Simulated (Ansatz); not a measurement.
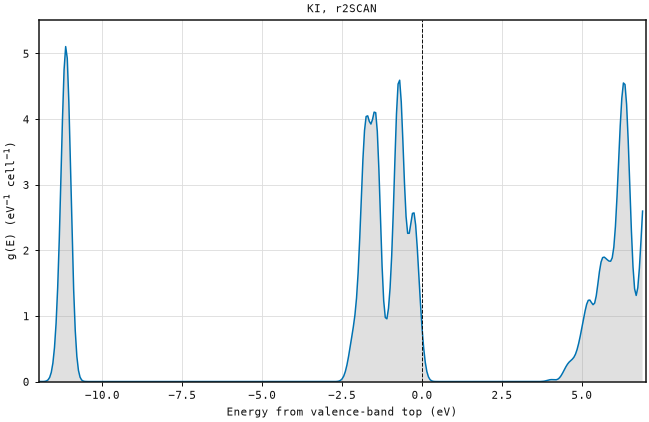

Density of states of KI, space group Cmmm (No. 65), 2 atoms in the cell, CsCl type, shear (xy) strain +3.8%. Level of theory: DFT, r2SCAN, plane waves, PAW, no spin polarisation, 6×6×6 k mesh; code Ansatz 0.2.0. Energies are counted from the top of the valence band. The curve is built from the levels of the k mesh with Gaussians 0.3 eV wide, which also blur the band edges.

There is a gap; over the k points computed it is 4.05 eV (indirect; the smallest direct gap is 4.38 eV). The upper group of valence states starts about 2.3 eV under the valence-band top, with a gap beneath it; it holds about 6 electrons a cell.

Spin-orbit coupling is left out, which matters for I.
